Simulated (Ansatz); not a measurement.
Run report: TaN, single-point calculation (part 2 of 2)

Continued. System: TaN (P-62m, 6 atoms in the cell). Method: DFT PBEsol+U+J, non-collinear, scalar-relativistic, plane waves, PAW, U = 2 eV, J = 0.9 eV on Ta atom 1 d; U = 2 eV, J = 0.9 eV on Ta atom 2 d; U = 2 eV, J = 0.9 eV on Ta atom 3 d (Ansatz 0.2.0); cutoff 420 eV, 4×4×6 k-mesh, Gaussian smearing of 0.05 eV, non-collinear spins. The structure derives from an entry of the Crystallography Open Database. It belongs to a series of runs on one base structure; here: canted directions free.

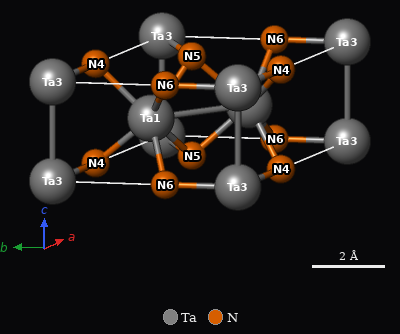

The input geometry (ball-and-stick view of the cell of the calculation, seen at an oblique angle; atoms are numbered from 1 in the order of the input).

## Output, continued
```
  k-point 0: bands = ["-49.7765", "-49.7765", "-49.7310", "-49.7310", "-49.1706", "-49.1706", "-16.6018", "-16.6018", "-16.6018", "-16.6018", "-16.2509", "-16.2509", "-16.2509", "-16.2509", "-16.0563", "-16.0563", "-15.9470", "-15.9470", "-15.8270", "-15.8270", "-15.8270", "-15.8270", "-15.2232", "-15.2232", "1.3174", "1.3174", "4.0782", "4.0782", "4.0782", "4.0782", "10.2129", "10.2129", "13.0591", "13.0591", "13.0591", "13.0591", "13.1054", "13.1054", "13.9145", "13.9145", "13.9145", "13.9145", "14.5945", "14.5945", "14.5945", "14.5945", "15.3861", "15.3861", "16.2872", "16.2872", "17.6855", "17.6855", "18.7214", "18.7214", "18.7214", "18.7214", "20.3176", "20.3176", "20.3176", "20.3176", "21.4220", "21.4220", "21.5591", "21.5591", "21.5591", "21.5591"]
  k-point 1: bands = ["-49.7652", "-49.7652", "-49.7203", "-49.7203", "-49.1616", "-49.1616", "-16.5648", "-16.5648", "-16.5648", "-16.5648", "-16.2813", "-16.2813", "-16.2108", "-16.2108", "-16.2108", "-16.2108", "-16.1484", "-16.1484", "-15.8252", "-15.8252", "-15.8252", "-15.8252", "-15.3958", "-15.3958", "1.8250", "1.8250", "3.9475", "3.9475", "3.9475", "3.9475", "11.1030", "11.1030", "12.6082", "12.6082", "12.6082", "12.6082", "13.3230", "13.3230", "13.7509", "13.7509", "13.7509", "13.7509", "14.2926", "14.2926", "14.4318", "14.4318", "14.4318", "14.4318", "17.3018", "17.3018", "18.0074", "18.0074", "18.0074", "18.0074", "18.8417", "18.8418", "21.1387", "21.1387", "21.1387", "21.1387", "21.6241", "21.6241", "21.6241", "21.6241", "21.8691", "21.8691"]
  k-point 2: bands = ["-49.7422", "-49.7422", "-49.6987", "-49.6987", "-49.1419", "-49.1419", "-16.7076", "-16.7075", "-16.5334", "-16.5334", "-16.4905", "-16.4905", "-16.4905", "-16.4905", "-16.1225", "-16.1225", "-16.1225", "-16.1225", "-15.8296", "-15.8296", "-15.8296", "-15.8296", "-15.7289", "-15.7289", "2.9593", "2.9593", "3.6622", "3.6622", "3.6622", "3.6622", "11.5836", "11.5836", "11.9608", "11.9608", "11.9608", "11.9608", "12.9442", "12.9442", "12.9442", "12.9442", "13.0880", "13.0880", "14.7020", "14.7020", "14.7020", "14.7020", "14.8759", "14.8759", "17.3318", "17.3318", "17.3319", "17.3319", "19.8151", "19.8151", "21.2134", "21.2134", "21.2134", "21.2134", "21.4870", "21.4870", "21.9054", "21.9054", "21.9054", "21.9054", "23.0412", "23.0413"]
  k-point 95: bands = ["-49.7491", "-49.7491", "-49.7344", "-49.7344", "-49.1605", "-49.1605", "-16.6143", "-16.6143", "-16.4807", "-16.4807", "-16.3111", "-16.3111", "-16.2347", "-16.2347", "-16.1940", "-16.1940", "-16.1097", "-16.1097", "-15.8566", "-15.8566", "-15.8414", "-15.8414", "-15.3941", "-15.3940", "2.7016", "2.7016", "3.3364", "3.3364", "3.6980", "3.6980", "11.2923", "11.2923", "11.3610", "11.3610", "12.1404", "12.1404", "13.3270", "13.3270", "13.6755", "13.6755", "13.8777", "13.8777", "14.2666", "14.2666", "14.9622", "14.9622", "15.1473", "15.1473", "16.8566", "16.8566", "17.5988", "17.5988", "17.6534", "17.6535", "20.5398", "20.5398", "20.8509", "20.8509", "21.2710", "21.2710", "21.6183", "21.6183", "22.3168", "22.3168", "22.6639", "22.6640"]
Occupation matrices written to [file]
--- Löwdin populations: 6 sites ---
  site symbol       q [e]
     0     Ta     12.1485
     1     Ta     12.1485
     2     Ta     12.3866
     3      N      5.6755
     4      N      5.6755
     5      N      5.6755
  spilling = 0.005369 (of n_electrons = 54.000000)
--- Occupation matrices: 3 shells (run DFT+U table (all-electron-ortho-atomic); ε = 4.92e-4) ---
  Ta0 d_5D: site group C3h (-6)
  Ta0 d_5D spinor Tr n = 3.6960  λ = 0.313 0.313 0.313 0.313 0.388 0.388 0.388 0.388 0.447 0.447  [4× xz 0.50 E''(1.00) | 4× x2-y2 0.50 E'(1.00) | 2× z2 1.00 A'(1.00)]
  specified occupation → Ta0 d_5D spinor: matrix, ‖Δ‖_F = 1.2423, Tr Δ = -1.5960, displaced = 1.9031, d_λ = 1.1961; orbital distance = 1.4142
  Ta1 d_5D: site group C3h (-6)
  Ta1 d_5D spinor Tr n = 3.6960  λ = 0.313 0.313 0.313 0.313 0.388 0.388 0.388 0.388 0.447 0.447  [4× xz 0.50 E''(1.00) | 4× x2-y2 0.50 E'(1.00) | 2× z2 1.00 A'(1.00)]
  specified occupation → Ta1 d_5D spinor: matrix, ‖Δ‖_F = 1.2423, Tr Δ = -1.5960, displaced = 1.9031, d_λ = 1.1961; orbital distance = 1.4142
  Ta2 d_5D: site group D3h (-6m2)
  Ta2 d_5D spinor Tr n = 3.8098  λ = 0.353 0.353 0.353 0.353 0.360 0.360 0.360 0.360 0.479 0.479  [4× x2-y2 0.50 E'(1.00) | 4× xz 0.50 E''(1.00) | 2× z2 1.00 A1'(1.00)]
  specified occupation → Ta2 d_5D spinor: matrix, ‖Δ‖_F = 1.2704, Tr Δ = -1.7098, displaced = 1.9559, d_λ = 1.1783; orbital distance = 1.4142
  Tr n, λ and their labels are of the run-group-symmetrised matrices; stabiliser: 24 of 24 elements of G0×{1,Θ} up to a turn of all spins (closed), max defect 1.1e-6 at τ = 1.0e-4
```

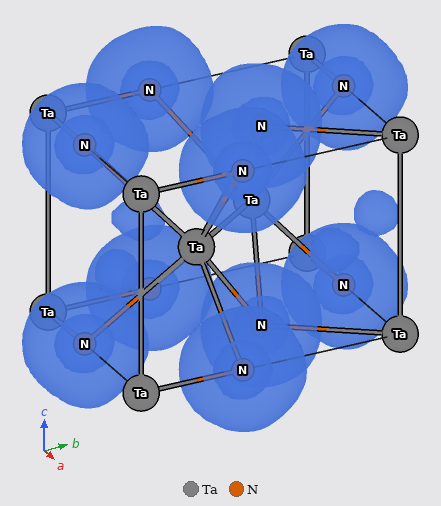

Isosurface of the electron localisation function at 0.65 (blue), seen slightly off an axis. Only the valence region is drawn (cores and ρ < 0.01 e/Å³ removed). Sticks mark near contacts. The outline is the cell set on symmetry axes. Along the contacts the grid gives the following. Ta–N (2.04 Å): the ELF is about 0.30 at the midpoint (a polar contact without a shared pair, in a metal). Ta–Ta (2.91 Å): the ELF is about 0.25 at the midpoint (no localised pair between them). The fields are those of the smooth PAW valence density.

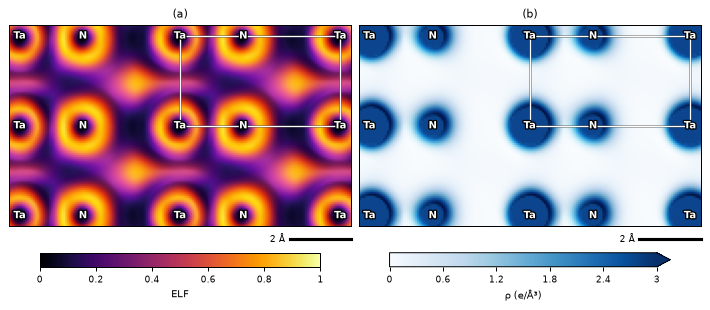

(a) electron localisation function; (b) valence pseudo-density on the (010) plane of the conventional cell. Atoms in the plane: Ta and N. Ta–N (2.04 Å): the density is about 0.87 e/Å³ at the midpoint; the ELF is about 0.30 at the midpoint (no shared pair; the contact is polar). Ta–Ta (2.91 Å): the density is about 0.34 e/Å³ at the midpoint; the ELF is about 0.45 at the midpoint (no localised pair between them). Away from the nuclei the density in this plane falls to 0.12 e/Å³ at its lowest.  The strong features right at Ta lie inside the PAW spheres (semicore, d or f shells) and say nothing about bonding.

The run was set up as follows.

## Input file
```yaml
crystal:
  lattice:
    - [5.19600015, 0.0, 0.0]
    - [-2.59800008, 4.49986813, 0.0]
    - [0.0, 0.0, 2.9109996]
  atoms:
    - { symbol: Ta, position: [0.3333333333, 0.6666666667, 0.5], spin: 2.0, spin_axis: [0.0, 0.0, 1.0] }
    - { symbol: Ta, position: [0.6666666667, 0.3333333333, 0.5], spin: 2.0, spin_axis: [0.866025, 0.0, -0.5] }
    - { symbol: Ta, position: [0.0, 0.0, 0.0], spin: 2.0, spin_axis: [0.0, 0.0, 1.0] }
    - { symbol: "N", position: [0.39285, 0.0, 0.0] }
    - { symbol: "N", position: [0.60715, 0.60715, 0.0] }
    - { symbol: "N", position: [0.0, 0.39285, 0.0] }
basis:
  ecutwfc: 420
  ecutrho_ratio: 4
kpoints:
  mp_grid: { grid: [4, 4, 6] }
hamiltonian:
  xc: pbesol
  hubbard:
    sites:
      - { site: 0, l: d, u: 2.0, j: 0.9, starting_ns: [{ occupation_matrix: s0 }] }
      - { site: 1, l: d, u: 2.0, j: 0.9, starting_ns: [{ occupation_matrix: s1 }] }
      - { site: 2, l: d, u: 2.0, j: 0.9, starting_ns: [{ occupation_matrix: s2 }] }
    occupation_matrices:
      s0:
        spinor_matrix:
          - [[0.97, 0.0], [0.0, 0.0], [0.0, 0.0], [0.0, 0.0], [0.0, 0.0], [0.0, 0.0], [0.0, 0.0], [0.0, 0.0], [0.0, 0.0], [0.0, 0.0]]
          - [[0.0, 0.0], [0.02, 0.0], [0.0, 0.0], [0.0, 0.0], [0.0, 0.0], [0.0, 0.0], [0.0, 0.0], [0.0, 0.0], [0.0, 0.0], [0.0, 0.0]]
          - [[0.0, 0.0], [0.0, 0.0], [0.02, 0.0], [0.0, 0.0], [0.0, 0.0], [0.0, 0.0], [0.0, 0.0], [0.0, 0.0], [0.0, 0.0], [0.0, 0.0]]
          - [[0.0, 0.0], [0.0, 0.0], [0.0, 0.0], [0.02, 0.0], [0.0, 0.0], [0.0, 0.0], [0.0, 0.0], [0.0, 0.0], [0.0, 0.0], [0.0, 0.0]]
          - [[0.0, 0.0], [0.0, 0.0], [0.0, 0.0], [0.0, 0.0], [0.97, 0.0], [0.0, 0.0], [0.0, 0.0], [0.0, 0.0], [0.0, 0.0], [0.0, 0.0]]
          - [[0.0, 0.0], [0.0, 0.0], [0.0, 0.0], [0.0, 0.0], [0.0, 0.0], [0.02, 0.0], [0.0, 0.0], [0.0, 0.0], [0.0, 0.0], [0.0, 0.0]]
          - [[0.0, 0.0], [0.0, 0.0], [0.0, 0.0], [0.0, 0.0], [0.0, 0.0], [0.0, 0.0], [0.02, 0.0], [0.0, 0.0], [0.0, 0.0], [0.0, 0.0]]
          - [[0.0, 0.0], [0.0, 0.0], [0.0, 0.0], [0.0, 0.0], [0.0, 0.0], [0.0, 0.0], [0.0, 0.0], [0.02, 0.0], [0.0, 0.0], [0.0, 0.0]]
          - [[0.0, 0.0], [0.0, 0.0], [0.0, 0.0], [0.0, 0.0], [0.0, 0.0], [0.0, 0.0], [0.0, 0.0], [0.0, 0.0], [0.02, 0.0], [0.0, 0.0]]
          - [[0.0, 0.0], [0.0, 0.0], [0.0, 0.0], [0.0, 0.0], [0.0, 0.0], [0.0, 0.0], [0.0, 0.0], [0.0, 0.0], [0.0, 0.0], [0.02, 0.0]]
      s1:
        spinor_matrix:
          - [[0.2575, 0.0], [0.0, 0.0], [0.0, 0.0], [0.0, 0.0], [0.0, 0.0], [0.41136, 0.0], [0.0, 0.0], [0.0, 0.0], [0.0, 0.0], [0.0, 0.0]]
          - [[0.0, 0.0], [0.02, 0.0], [0.0, 0.0], [0.0, 0.0], [0.0, 0.0], [0.0, 0.0], [0.0, 0.0], [0.0, 0.0], [0.0, 0.0], [0.0, 0.0]]
          - [[0.0, 0.0], [0.0, 0.0], [0.02, 0.0], [0.0, 0.0], [0.0, 0.0], [0.0, 0.0], [0.0, 0.0], [0.0, 0.0], [0.0, 0.0], [0.0, 0.0]]
          - [[0.0, 0.0], [0.0, 0.0], [0.0, 0.0], [0.02, 0.0], [0.0, 0.0], [0.0, 0.0], [0.0, 0.0], [0.0, 0.0], [0.0, 0.0], [0.0, 0.0]]
          - [[0.0, 0.0], [0.0, 0.0], [0.0, 0.0], [0.0, 0.0], [0.2575, 0.0], [0.0, 0.0], [0.0, 0.0], [0.0, 0.0], [0.0, 0.0], [0.41136, 0.0]]
          - [[0.41136, 0.0], [0.0, 0.0], [0.0, 0.0], [0.0, 0.0], [0.0, 0.0], [0.7325, 0.0], [0.0, 0.0], [0.0, 0.0], [0.0, 0.0], [0.0, 0.0]]
          - [[0.0, 0.0], [0.0, 0.0], [0.0, 0.0], [0.0, 0.0], [0.0, 0.0], [0.0, 0.0], [0.02, 0.0], [0.0, 0.0], [0.0, 0.0], [0.0, 0.0]]
          - [[0.0, 0.0], [0.0, 0.0], [0.0, 0.0], [0.0, 0.0], [0.0, 0.0], [0.0, 0.0], [0.0, 0.0], [0.02, 0.0], [0.0, 0.0], [0.0, 0.0]]
          - [[0.0, 0.0], [0.0, 0.0], [0.0, 0.0], [0.0, 0.0], [0.0, 0.0], [0.0, 0.0], [0.0, 0.0], [0.0, 0.0], [0.02, 0.0], [0.0, 0.0]]
          - [[0.0, 0.0], [0.0, 0.0], [0.0, 0.0], [0.0, 0.0], [0.41136, 0.0], [0.0, 0.0], [0.0, 0.0], [0.0, 0.0], [0.0, 0.0], [0.7325, 0.0]]
      s2:
        spinor_matrix:
          - [[0.97, 0.0], [0.0, 0.0], [0.0, 0.0], [0.0, 0.0], [0.0, 0.0], [0.0, 0.0], [0.0, 0.0], [0.0, 0.0], [0.0, 0.0], [0.0, 0.0]]
          - [[0.0, 0.0], [0.02, 0.0], [0.0, 0.0], [0.0, 0.0], [0.0, 0.0], [0.0, 0.0], [0.0, 0.0], [0.0, 0.0], [0.0, 0.0], [0.0, 0.0]]
          - [[0.0, 0.0], [0.0, 0.0], [0.97, 0.0], [0.0, 0.0], [0.0, 0.0], [0.0, 0.0], [0.0, 0.0], [0.0, 0.0], [0.0, 0.0], [0.0, 0.0]]
          - [[0.0, 0.0], [0.0, 0.0], [0.0, 0.0], [0.02, 0.0], [0.0, 0.0], [0.0, 0.0], [0.0, 0.0], [0.0, 0.0], [0.0, 0.0], [0.0, 0.0]]
          - [[0.0, 0.0], [0.0, 0.0], [0.0, 0.0], [0.0, 0.0], [0.02, 0.0], [0.0, 0.0], [0.0, 0.0], [0.0, 0.0], [0.0, 0.0], [0.0, 0.0]]
          - [[0.0, 0.0], [0.0, 0.0], [0.0, 0.0], [0.0, 0.0], [0.0, 0.0], [0.02, 0.0], [0.0, 0.0], [0.0, 0.0], [0.0, 0.0], [0.0, 0.0]]
          - [[0.0, 0.0], [0.0, 0.0], [0.0, 0.0], [0.0, 0.0], [0.0, 0.0], [0.0, 0.0], [0.02, 0.0], [0.0, 0.0], [0.0, 0.0], [0.0, 0.0]]
          - [[0.0, 0.0], [0.0, 0.0], [0.0, 0.0], [0.0, 0.0], [0.0, 0.0], [0.0, 0.0], [0.0, 0.0], [0.02, 0.0], [0.0, 0.0], [0.0, 0.0]]
          - [[0.0, 0.0], [0.0, 0.0], [0.0, 0.0], [0.0, 0.0], [0.0, 0.0], [0.0, 0.0], [0.0, 0.0], [0.0, 0.0], [0.02, 0.0], [0.0, 0.0]]
          - [[0.0, 0.0], [0.0, 0.0], [0.0, 0.0], [0.0, 0.0], [0.0, 0.0], [0.0, 0.0], [0.0, 0.0], [0.0, 0.0], [0.0, 0.0], [0.02, 0.0]]
    ns_hold: { iters: 8 }
scf:
  occupations: { method: gaussian, width: 0.05 }
  lower_state_search: "off"
  max_iter: 150
output:
  forces: true
  stress: true
  eigenvalues: true
  populations: true
  hubbard: { sites: [{ site: 0, l: d }, { site: 1, l: d }, { site: 2, l: d }] }
  write_density: true
  write_potential: true
  elf: true
  volumetric_format: npy
magnetization:
  noncollinear: true
  spin_orbit: false
```

Launched with:
```bash
ansatz run input.yaml --threads 4 --pin off --max-ram 6144MiB --backend cpu --events-out ev --progress --plain --runs-dir out
```

## Summary

```csv
quantity,value
outcome,converged
space group (tolerance 0.01 Å),P-62m (189)
electrons treated,54
free energy,−30559.1004 eV
Fermi energy,19.722 eV
gap on the k-point mesh,none (metallic)
net moment of the cell,0.00 μB
integrated absolute moment,0.00 μB
pressure,−2.81 GPa
largest force (length of the vector),0.015 eV/Å
hardware,"4 threads of AMD EPYC (Zen 5), 64 GiB of memory available, shared host"
wall time,30 s (CPU time 1.9 min)
peak memory,1.1 GiB
```

## Notes

The program warns: some starting moments were not kept; the typed occupations were not kept.
